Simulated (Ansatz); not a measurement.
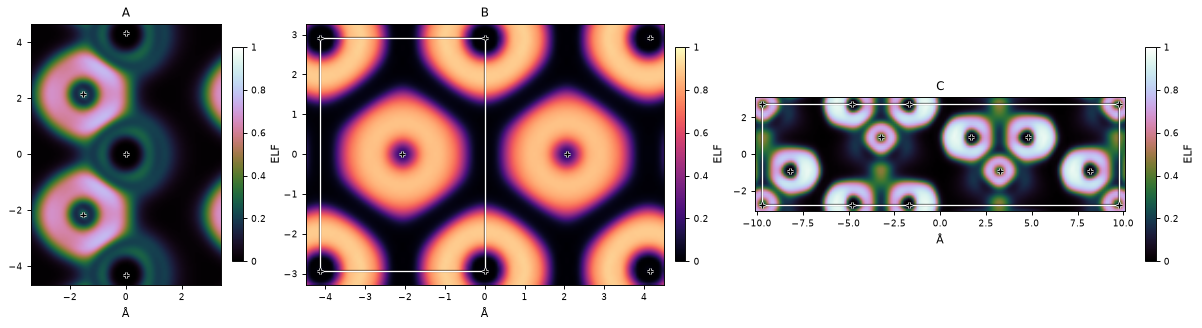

The electron localisation function of 3 systems, each on a plane through atoms (crosses mark nuclei in the plane).

Level of theory: DFT, r2SCAN, PAW with Ansatz's default frozen-core files, scalar-relativistic; relaxation of cell and atoms (Ansatz 0.2.0).

System 1: MoS2, the (110) plane of the conventional cell. Space group R3m; computed without spin polarisation.

System 2: CsCl, the (110) plane of the conventional cell. Space group Pm-3m.

System 3: InAs, the (011) plane of the conventional cell. Space group F-43m.

```xyz
8
Lattice="6.1094 0.0000 0.0000 0.0000 0.0000 -6.1094 0.0000 6.1094 0.0000" Properties=species:S:1:pos:R:3 pbc="T T T"
In    3.0547    0.0000   -3.0547
In    0.0000    3.0547   -3.0547
In    0.0000    0.0000    0.0000
In    3.0547    3.0547    0.0000
As    4.5820    1.5273   -4.5820
As    1.5273    4.5820   -4.5820
As    1.5273    1.5273   -1.5273
As    4.5820    4.5820   -1.5273
```

Q: Which map belongs to which system?

A: Panel A is system 3, InAs: the plane holds In and As. In–As (2.65 Å): the ELF peaks at about 0.75 between the atoms (a covalent bond). Panel B is system 2, CsCl: the plane holds Cs and Cl. Cs–Cl (3.59 Å): the ELF is about 0.05 at the midpoint (an ionic contact with no shared pair). Panel C is system 1, MoS2: the plane holds Mo and S. Mo–S (2.41 Å): the ELF peaks at about 0.85 in the valence shell of S, 0.8 Å from its nucleus, and is about 0.45 at the midpoint.
